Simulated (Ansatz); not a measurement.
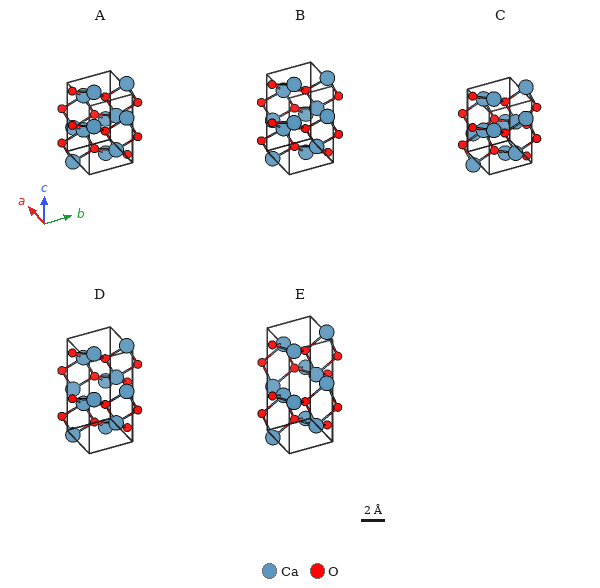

5 geometries from one relaxation of solid CaO (a generated structure, set up in P4/nmm) (coarse preliminary run), in shuffled order. The picture is a ball-and-stick view of the cell of the calculation, seen from a free direction.

Case: Sn → Ca on all its sites, cell and atoms relaxed.

The calculation used DFT PBEsol, scalar-relativistic, plane waves, PAW (Ansatz 0.2.0). Set-up: plane-wave cutoff 420 eV; k-point mesh 6 × 6 × 2; occupations gaussian; smearing width 0.1 eV; no spin polarisation; cell and atoms relaxed; force threshold 0.05 eV/Å; at most 60 steps.

Put them in the order of the run, from the start to the converged end.

E, D, B, A, C. They are steps 0, 3, 6, 8, 14, at +823 meV per atom, +108 meV per atom, +59.4 meV per atom, +22.0 meV per atom relative to the last. The energy falls by 823 meV per atom in 12 accepted moves (14 points after the start). The largest force component goes from 4.2 to 0.0069 eV/Å. Pressure: −11.81 GPa at the start and −0.36 GPa at the end. The line search rejected the trial step at point 11 of the run. The SCF was repeated once at an unchanged geometry on a basis and grid sized afresh for the cell, which shifted the energy by 2.7 meV per atom at most. The largest moves relative to the cell, 0.11 Å, are those of Ca atoms. O stays in place. The volume changes by −41.1 %, with a = b 4.241 → 4.161 Å (−1.9 %), c 10.591 → 6.485 Å (−38.8 %). Some distances before and after: Ca–Ca 5.295 → 3.242 Å, Ca–Ca 4.054 → 3.276 Å, Ca–Ca 3.948 → 3.449 Å, Ca–O 2.479 → 2.267 Å. Bond angles that change, for instance: O–Ca–O 117.6° → 133.2°, Ca–O–Ca 117.6° → 133.2°, O–Ca–O 74.4° → 80.9°. The space group stays P4/nmm (No. 129).

Limits of the set-up: layers or molecules are held without a dispersion correction, so their spacing is unreliable.
